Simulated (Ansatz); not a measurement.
**LaBiS2O (P4/nmm): the r2SCAN gap against the wavefunction cutoff**

Wanted: the cheapest wavefunction cutoff that holds the r2SCAN gap of LaBiS2O (P4/nmm).

Calculated with Ansatz 0.2.0; DFT, r2SCAN, plane waves, PAW; PAW set soft_1.

### 1. The structure

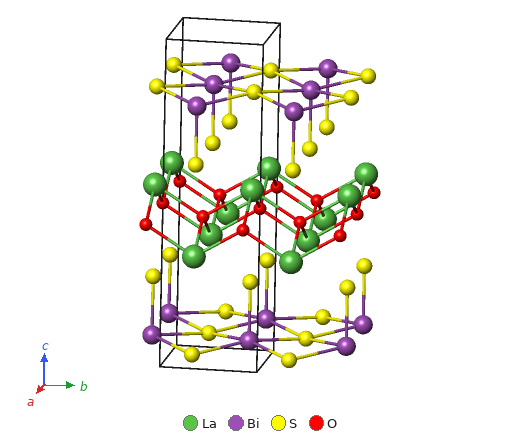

The cell as given, slightly off an axis (lanthanum green, bismuth purple, sulfur yellow, oxygen red). 2×2×1 cells are drawn. Some periodic images of atoms are drawn too.

Geometry: measured lattice cell, ions relaxed with r2SCAN; the structure entry is the Materials Project's. The runs that relaxed it are not among those shown. Spin-orbit coupling is left out unless a step names it.

### 2. Wavefunction cutoff: 220 eV

File input.yaml:

```yaml
crystal:
  lattice:
    - [4.0646, 0.0, 0.0]
    - [0.0, 4.0646, 0.0]
    - [0.0, 0.0, 13.8614]
  atoms:
    - { symbol: La, position: [0.5, 0.0, 0.5892440202] }
    - { symbol: La, position: [0.0, 0.5, 0.4107559798] }
    - { symbol: Bi, position: [0.0, 0.5, 0.8700576921] }
    - { symbol: Bi, position: [0.5, 0.0, 0.1299423079] }
    - { symbol: S, position: [0.5, 0.0, 0.8884349997] }
    - { symbol: S, position: [0.0, 0.5, 0.1115650003] }
    - { symbol: S, position: [0.0, 0.5, 0.6909721575] }
    - { symbol: S, position: [0.5, 0.0, 0.3090278425] }
    - { symbol: O, position: [0.0, 0.0, 0.5] }
    - { symbol: O, position: [0.5, 0.5, 0.5] }
kpoints:
  mp_grid: { grid: [6, 6, 2] }
  band_path:
    path:
      - [0.0, 0.0, 0.0]
      - [0.0, 0.5, 0.0]
      - [0.5, 0.5, 0.0]
      - [0.0, 0.0, 0.5]
      - [0.0, 0.5, 0.5]
      - [0.5, 0.5, 0.5]
      - [0.0, 0.45, 0.0]
    npoints: 1
hamiltonian:
  xc: r2scan
  pseudopotentials: { kind: paw, azcp: { folder: soft_1 } }
scf:
  occupations: { method: fermi_dirac, width: 0.02 }
  n_extra_bands: 7
  max_iter: 80
output:
  eigenvalues: true
  forces: true
  stress: true
  write_density: true
  write_potential: true
  elf: true
  volumetric_format: npy
basis:
  ecutwfc: 220.0
```

The run is started by

```sh
> ansatz run input.yaml --threads 3 --pin off --max-ram 92160MiB --backend cuda --events-out ev --progress --plain --runs-dir out --devices 1 --max-vram 13GiB
```

Numbers of over 12 decimals in the logs are rounded to 6 here.

Output:

```text
Warning: basis.ecutwfc = 220 eV is below the records' recommended 500 eV, and the density's cutoff is lower with it unless basis.ecutrho_ratio is high enough to keep the records' density cutoff: compare with a run at a higher cutoff
scf.n_extra_bands = 7 over 44 filled bands (N_el = 88.0): the run solves 51 bands
GPUs: using 1 of 1 available (devices: 1).
Engine: ansatz 0.2.0, x86_64-unknown-linux-gnu
Pseudopotentials: kind: paw
Pseudopotential: La, paw, valence charge 11, recommended cutoff 500 eV (meta_gga), soft_1/La.paw.azcp
Pseudopotential: Bi, paw, valence charge 15, recommended cutoff 500 eV (meta_gga), soft_1/Bi.paw.azcp
Pseudopotential: S, paw, valence charge 6, recommended cutoff 500 eV (meta_gga), soft_1/S.paw.azcp
Pseudopotential: O, paw, valence charge 6, recommended cutoff 500 eV (meta_gga), soft_1/O.paw.azcp
Functional definition: r2SCAN
  parameter k0 = 0.174
  parameter k1 = 0.065
  parameter a1 = 4.9479
  exchange = r2scan_x(k0 = k0, k1 = k1, a1 = a1)
  correlation = r2scan_c
device memory: the entry about to start is reckoned to put 2.2 GiB on a device that reports 48.0 GiB free (of which the cap on the GPU budget leaves the run 13.0 GiB)
GPU FFT provider: cuFFT
GPU libraries: cuBLAS 13.8.2, cuFFT 12.4.0, cuSOLVER 12.3.4
Crystal: 10 atoms, lattice volume = 229.004 Å³
Basis set: ecut = 220 eV, 1653 PW (Γ), exchange–correlation on 80×80×288 points (64 copies of the dense FFT grid, shifted against one another)
Bands: 51, of which v1, the nominal top of the filled ones, is band 44 counted from 1 (43 counted from 0)
Symmetry: 16 space group operations
Space group: P4/nmm (ITA 129), of the structure as read, at distance tolerance 6.1e-5 Å
k-points: 20 of 72
Non-local potential: La, projectors of the file, l = 0: 3, l = 1: 2, l = 2: 2, l = 3: 3
Non-local potential: Bi, projectors of the file, l = 0: 2, l = 1: 2, l = 2: 2, l = 3: 1
Non-local potential: S, projectors of the file, l = 0: 2, l = 1: 2, l = 2: 1
Non-local potential: O, projectors of the file, l = 0: 2, l = 1: 2, l = 2: 1
PAW form: soft (Blöchl's): semilocal exchange-correlation on the pseudo side does not see the compensation charge
PAW frozen core: La, regenerated for the run's functional (the file was generated under x = pbe(κ = 0.804, μ = 0.219515), c = pbe(β = 0.066725))
PAW frozen core: Bi, regenerated for the run's functional (the file was generated under x = pbe(κ = 0.804, μ = 0.219515), c = pbe(β = 0.066725))
PAW frozen core: S, regenerated for the run's functional (the file was generated under x = pbe(κ = 0.804, μ = 0.219515), c = pbe(β = 0.066725))
PAW frozen core: O, regenerated for the run's functional (the file was generated under x = pbe(κ = 0.804, μ = 0.219515), c = pbe(β = 0.066725))
PAW one-centre angular grid: La, 974 points (default); XC on 160 Gauss nodes
PAW one-centre angular grid: Bi, 590 points (default); XC on 160 Gauss nodes
PAW one-centre angular grid: S, 302 points (default); XC on 160 Gauss nodes
PAW one-centre angular grid: O, 302 points (default); XC on 160 Gauss nodes
Initial density: superposition of atomic densities (chi_scale 0.1, normalization cell, long waves kept (reshape's long-wave potential 0.46 eV rms))
Initial wavefunctions: pseudopotential atomic-orbital guess
GPU buffer pool allocated for 28800 grid points (all kernels)
GPU transforms: local potential and band sums: pruned to the plane-wave sphere, on 20×20×72
Functional: x = r2scan, c = r2scan; τ floored in thin density (d = 2e-4 eV/Å³)
SCF iter   1: F=—  HF=-42119.243528 eV  |F-HF|=—  |Δ(HF+E_count)|=         —  Δρ=5.85e-2  dr2=9.69e0  dr2_τ=2.42e-1  ethr=3.10e-3  ⟨swp⟩=6.8  Hψ=4444  notcnv=0
preconditioner: auto → Resta (q_TF=auto, 2.326 Å⁻¹)  ε∞=4.5  [insulator: Δε(μ)=1.425 eV  Ē_g=10.218 eV  σ=0.020 eV  W_gap=1.00  n_scr=50 (ndim 8)  ℏωp=19.0 eV  f_vac=0.000  D(μ)=0.00/eV (n_scr^D=0)  ε∞_Penn≈4.5]
SCF iter   2: F=—  HF=-42118.137047 eV  |F-HF|=—  |Δ(HF+E_count)|=    1.11e0  Δρ=2.38e-2  dr2=1.89e0  dr2_τ=1.06e-1  ethr=3.10e-3  ⟨swp⟩=7.7  Hψ=7061  notcnv=0  defer=21
SCF iter   3: F=—  HF=-42118.033961 eV  |F-HF|=—  |Δ(HF+E_count)|=   1.03e-1  Δρ=1.29e-2  dr2=2.71e-1  dr2_τ=4.52e-2  ethr=2.14e-3  ⟨swp⟩=5.7  Hψ=4176  notcnv=0  defer=58
SCF iter   4: F=—  HF=-42118.023305 eV  |F-HF|=—  |Δ(HF+E_count)|=   1.07e-2  Δρ=3.54e-3  dr2=3.57e-2  dr2_τ=1.71e-3  ethr=3.08e-4  ⟨swp⟩=3.8  Hψ=1740  notcnv=0  defer=60
SCF iter   5: F=—  HF=-42118.028573 eV  |F-HF|=—  |Δ(HF+E_count)|=   5.27e-3  Δρ=9.43e-4  dr2=1.79e-3  dr2_τ=1.12e-4  ethr=4.06e-5  ⟨swp⟩=4.0  Hψ=1790  notcnv=0  defer=60
SCF iter   6: F=—  HF=-42118.029405 eV  |F-HF|=—  |Δ(HF+E_count)|=   8.32e-4  Δρ=1.56e-4  dr2=7.95e-5  dr2_τ=5.20e-6  ethr=2.03e-6  ⟨swp⟩=2.0  Hψ=1429  notcnv=0  defer=60
SCF iter   7: F=—  HF=-42118.029623 eV  |F-HF|=—  |Δ(HF+E_count)|=   2.18e-4  Δρ=4.19e-5  dr2=3.66e-6  dr2_τ=3.34e-7  ethr=9.03e-8  ⟨swp⟩=2.1  Hψ=1634  notcnv=0  defer=60
SCF iter   8: F=—  HF=-42118.029625 eV  |F-HF|=—  |Δ(HF+E_count)|=   1.54e-6  Δρ=9.43e-6  dr2=5.06e-7  dr2_τ=2.01e-8  ethr=4.16e-9  ⟨swp⟩=2.1  Hψ=1664  notcnv=0  defer=60
SCF iter   9: F=-42118.029625 eV  HF=-42118.029625 eV  |F-HF|=3.26e-8  |Δ(HF+E_count)|=   2.35e-8  Δρ=3.18e-6  dr2=5.40e-8  dr2_τ=4.04e-9  ethr=1.14e-10  ⟨swp⟩=29.4  Hψ=9861  notcnv=0
the search or the solves at the SCF's close seem to have found levels that the self-consistency loop had missed (the run counts 1). By its estimate they hold under 1e-12 electrons; where the run keeps them, the occupations were computed again with them
SCF 1 converged in 9 iterations: F = -42118.029625 eV  dr2 = 5.40e-8
[...]
device memory: the entry about to start is reckoned to put 2.2 GiB on a device that reports 42.3 GiB free (of which the cap on the GPU budget leaves the run 13.0 GiB)
NSCF: frozen V_eff on 7 k-points
SCF converged after 9 iterations
Free energy (F): -42118.029625 eV
Harris-Foulkes:  -42118.029625 eV  (|F-HF|=3.26e-8)
Internal energy: -42118.029625 eV  (E = F + TS)
E sigma→0 (E₀):  -42118.029625 eV
Fermi energy:    8.397815 eV
--- Per-component energies (eV) ---
  E_band       = -371.781926
  E_kinetic    = 1671.626236
  E_local      = -5071.734979  (includes V_loc(G=0)·N_el)
  E_nonlocal   = 1190.017819
  E_hartree    = 1906.790854
  E_xc         = -1044.891747
  E_vxc        = -1179.924341  (∫ρ·V_xc dr)
  E_paw        = -35031.803675  (= ΣΔE_a)
  E_vpaw       = -861.260341  (= ΣTr[D̂ρ^β])
  E_aug_tail   = 0.014366  (compensation charges beyond the density's cutoff)
  E_vtau       = 65.893302  (kinetic-family band-sum trace: ∫τ·v_τ [+ j·A + Jᵃ·Aᵃ] dr)
  E_ewald      = -5739.432719
  E_core_change = 1.384220  (= ΣΔE_core)
  E_smearing   = -0.000000  (= −TS)
  E_closure    = 0.000000  (closes the sum)
  Σ components = -42118.029625   (vs F -42118.029625, Δ=0.00e0)
--- Forces (eV/Å), atoms counted from 1 ---
  atom   1  La    -0.00000000    -0.00000000     0.13088280
  atom   2  La    -0.00000000     0.00000000    -0.13088280
  atom   3  Bi     0.00000000     0.00000000     0.01030587
  atom   4  Bi     0.00000000     0.00000000    -0.01030587
  atom   5  S      0.00000000     0.00000000     0.03537473
  atom   6  S      0.00000000    -0.00000000    -0.03537473
  atom   7  S     -0.00000000     0.00000000     0.02214220
  atom   8  S      0.00000000     0.00000000    -0.02214220
  atom   9  O      0.00000000    -0.00000000    -0.00000000
  atom  10  O      0.00000000    -0.00000000     0.00000000
  max |Σ_I F_I| component: 3.99e-27 eV/Å
--- Stress (GPa, compression-positive) ---
        0.662434       0.000000       0.000000
        0.000000       0.662434       0.000000
        0.000000       0.000000       1.306818
  P = ⅓ Tr σ = 0.8772 GPa (8.772 kbar)
--- Band table (eV; the first three rows and the last of 20) ---
  k-point 0: bands = [... 40 lower, 7.3120, 7.3120, 7.7689, 7.7689, 11.9218, 12.0682, 12.1841, 12.8155, ... 3 higher]
  k-point 1: bands = [... 40 lower, 7.3315, 7.5459, 7.7415, 7.7415, 11.8859, 11.9777, 12.1517, 12.5340, ... 3 higher]
  k-point 2: bands = [... 40 lower, 7.1997, 7.2258, 7.6347, 7.6620, 11.4985, 11.9315, 11.9329, 12.1020, ... 3 higher]
  k-point 19: bands = [... 40 lower, 6.7805, 6.7805, 6.8682, 6.8682, 12.1621, 12.1621, 12.9969, 12.9969, ... 3 higher]
```

Run time: 6.6 s. Hardware: 1 × NVIDIA H100 80GB HBM3 (shared by 6 runs) with 3 threads of AMD EPYC 7R13 (Zen 3), shared host; peak memory 1 GiB; 6.2 s of CPU time.

This step gave:

```yaml
pressure: 0.8772 GPa
gap: 1.260 eV
valence_top_at: k = (0.000, 0.450, 0.000)
conduction_bottom_at: k = (0.000, 0.450, 0.000)
least_direct_gap: 1.260 eV
```

The gap is direct, at (0.000, 0.450, 0.000).

### 3. Wavefunction cutoff: 350 eV

Edit input.yaml of step 2 so:

```diff
@@ -32,3 +32,3 @@
 scf:
-  occupations: { method: fermi_dirac, width: 0.02 }
+  occupations: { method: fixed }
   n_extra_bands: 7
@@ -39,7 +39,3 @@
   stress: true
-  write_density: true
-  write_potential: true
-  elf: true
-  volumetric_format: npy
 basis:
-  ecutwfc: 220.0
+  ecutwfc: 350.0
```

Output:

```text
[...]
GPUs: using 1 of 1 available (devices: 1).
[...]
GPU FFT provider: cuFFT
GPU libraries: cuBLAS 13.8.2, cuFFT 12.4.0, cuSOLVER 12.3.4
Crystal: 10 atoms, lattice volume = 229.004 Å³
Basis set: ecut = 350 eV, 3427 PW (Γ), exchange–correlation on 100×100×360 points (64 copies of the dense FFT grid, shifted against one another)
[...]
k-point 0: bands = [... 40 lower, 7.2348, 7.2348, 7.6683, 7.6683, 11.6909, 11.9449, 12.0335, 12.2256, ... 3 higher]
  k-point 1: bands = [... 40 lower, 7.2548, 7.4728, 7.6571, 7.6571, 11.7114, 11.7703, 11.9566, 12.1689, ... 3 higher]
  k-point 2: bands = [... 40 lower, 7.1283, 7.1635, 7.5542, 7.5679, 11.3475, 11.7342, 11.7724, 11.9232, ... 3 higher]
  k-point 19: bands = [... 40 lower, 6.6475, 6.6475, 6.8113, 6.8113, 11.9822, 11.9822, 12.7049, 12.7049, ... 3 higher]
[key lines of the parts left out:]
SCF converged after 9 iterations
Free energy (F): -42130.972834 eV
Fermi energy:    7.758368 eV
P = ⅓ Tr σ = 0.1863 GPa (1.863 kbar)
```

Elapsed: 11 s, on 1 × NVIDIA H100 80GB HBM3 (shared by 6 runs) with 3 threads; peak memory 1.1 GiB; 8.2 s of CPU time.

This step gave:

```
pressure             : 0.1863 GPa
gap                  : 1.109 eV
valence top at       : k = (0.000, 0.450, 0.000)
conduction bottom at : X
least direct gap     : 1.127 eV
```

The gap is 1.109 eV, −0.151 eV from the run before at this level.

### 4. Wavefunction cutoff: 500 eV (the default)

input.yaml, the sections that differ from step 3:

```yaml
kpoints:
  mp_grid: { grid: [6, 6, 2] }
  band_path:
    path:
      - [[0.0, 0.0, 0.0], [0.0, 0.5, 0.0], [0.5, 0.5, 0.0], [0.0, 0.0, 0.0], [0.0, 0.0, 0.5], [0.0, 0.5, 0.5], [0.5, 0.5, 0.5], [0.0, 0.0, 0.5]]
      - [[0.0, 0.5, 0.0], [0.0, 0.5, 0.5]]
      - [[0.5, 0.5, 0.0], [0.5, 0.5, 0.5]]
    npoints: 10
scf:
  occupations: { method: fermi_dirac, width: 0.02 }
  n_extra_bands: 7
output:
  eigenvalues: true
  forces: true
  stress: true
  write_density: true
  write_potential: true
  elf: true
  volumetric_format: npy
# crystal, hamiltonian: as in step 3
# basis: removed
```

Output:

```text
[...]
GPUs: using 1 of 1 available (devices: 1).
[...]
GPU FFT provider: cuFFT
GPU libraries: cuBLAS 13.8.2, cuFFT 12.4.0, cuSOLVER 12.3.4
Crystal: 10 atoms, lattice volume = 229.004 Å³
Basis set: ecut = 500 eV, 5867 PW (Γ), exchange–correlation on 120×120×432 points (64 copies of the dense FFT grid, shifted against one another)
[...]
k-point 0: bands = [... 40 lower, 7.2339, 7.2339, 7.6687, 7.6687, 11.6910, 11.9443, 12.0331, 12.2263, ... 3 higher]
  k-point 1: bands = [... 40 lower, 7.2538, 7.4730, 7.6574, 7.6574, 11.7114, 11.7698, 11.9558, 12.1685, ... 3 higher]
  k-point 2: bands = [... 40 lower, 7.1275, 7.1631, 7.5543, 7.5680, 11.3466, 11.7327, 11.7715, 11.9228, ... 3 higher]
  k-point 19: bands = [... 40 lower, 6.6465, 6.6465, 6.8111, 6.8111, 11.9819, 11.9819, 12.7061, 12.7061, ... 3 higher]
[key lines of the parts left out:]
SCF converged after 10 iterations
Free energy (F): -42131.101700 eV
Fermi energy:    8.325870 eV
P = ⅓ Tr σ = 0.1638 GPa (1.638 kbar)
```

Elapsed: 11 s, on 1 × NVIDIA H100 80GB HBM3 (shared by 6 runs) with 3 threads; peak memory 1.4 GiB; 18 s of CPU time.

This step gave:

```
pressure             : 0.1638 GPa
gap                  : 1.109 eV
valence top at       : k = (0.000, 0.450, 0.000)
conduction bottom at : X
least direct gap     : 1.127 eV
```

The gap is 1.109 eV, as in the run before at this level.

### 5. Wavefunction cutoff: 750 eV

input.yaml, the sections that differ from step 4:

```yaml
kpoints:
  mp_grid: { grid: [6, 6, 2] }
  band_path:
    path:
      - [0.0, 0.0, 0.0]
      - [0.0, 0.5, 0.0]
      - [0.5, 0.5, 0.0]
      - [0.0, 0.0, 0.5]
      - [0.0, 0.5, 0.5]
      - [0.5, 0.5, 0.5]
      - [0.0, 0.45, 0.0]
    npoints: 1
scf:
  occupations: { method: fixed }
  n_extra_bands: 7
  max_iter: 80
basis:
  ecutwfc: 750.0
# crystal, hamiltonian, output: as in step 4
```

Output:

```text
[...]
GPUs: using 1 of 1 available (devices: 1).
[...]
GPU FFT provider: cuFFT
GPU libraries: cuBLAS 13.8.2, cuFFT 12.4.0, cuSOLVER 12.3.4
Crystal: 10 atoms, lattice volume = 229.004 Å³
Basis set: ecut = 750 eV, 10609 PW (Γ), exchange–correlation on 160×160×500 points (64 copies of the dense FFT grid, shifted against one another)
[...]
k-point 0: bands = [... 40 lower, 7.2338, 7.2338, 7.6688, 7.6688, 11.6909, 11.9441, 12.0330, 12.2261, ... 3 higher]
  k-point 1: bands = [... 40 lower, 7.2537, 7.4730, 7.6574, 7.6574, 11.7113, 11.7697, 11.9556, 12.1683, ... 3 higher]
  k-point 2: bands = [... 40 lower, 7.1274, 7.1629, 7.5544, 7.5680, 11.3465, 11.7326, 11.7714, 11.9226, ... 3 higher]
  k-point 19: bands = [... 40 lower, 6.6470, 6.6470, 6.8111, 6.8111, 11.9817, 11.9817, 12.7058, 12.7058, ... 3 higher]
[key lines of the parts left out:]
SCF converged after 10 iterations
Free energy (F): -42131.117563 eV
Fermi energy:    7.758106 eV
P = ⅓ Tr σ = 0.1564 GPa (1.564 kbar)
```

Run time: 17 s. Hardware: 1 × NVIDIA H100 80GB HBM3 (shared by 6 runs) with 3 threads; peak memory 1.7 GiB.

This step gave:

* pressure: 0.1564 GPa
* gap: 1.109 eV
* valence top at: k = (0.000, 0.450, 0.000)
* conduction bottom at: X
* least direct gap: 1.127 eV

The gap is 1.109 eV, as in the run before at this level.

### 6. The series

Differences are against the last row; a negative gap means that bands overlap, and a run with a band path holds that path's time. Times are wall times on 1 × NVIDIA H100 80GB HBM3 (shared by 6 runs) with 3 threads of AMD EPYC 7R13 (Zen 3), shared host, good to a factor of about two.

```csv
wavefunction cutoff,gap (eV),direct gap (eV),gap error (eV),energy error (meV/atom),irreducible k,time
220 eV,1.260,1.260,+0.151,+1308.8,20,6.6 s
350 eV,1.109,1.127,+0.001,+14.5,20,11 s
500 eV,1.109,1.127,+0.0001,+1.6,20,11 s
750 eV,1.109,1.127,+0.000,+0.0,20,17 s
```

### 7. Results

| Quantity | Value |
| --- | --- |
| 220 eV | 1.260 eV |
| 350 eV | 1.109 eV |
| 500 eV | 1.109 eV |
| 750 eV | 1.109 eV |

What this shows: The gap holds to 0.02 eV from 350 eV on. At 220 eV the gap is off by +0.151 eV and the energy by +1309 meV/atom.

[Paths, hosts, dates, memory and timing lines, banners, echoed tables and standing remarks are left out of the program output.]

[Logs are printed without paths, hosts, clocks, repeated set-up lines and the standing remarks that a program may print on its own settings, such as how far it seeks lower states.]

[Runs of the session that timed out or met a known fault of the program may be left out.]

[Cells called generated may have been cut or substituted from an entry of the Crystallography Open Database or the Materials Project.]

[Hosts, paths, dates, database ids (printed as entryN), source tags and the programs' standing remarks are cut or masked in the printed files.]
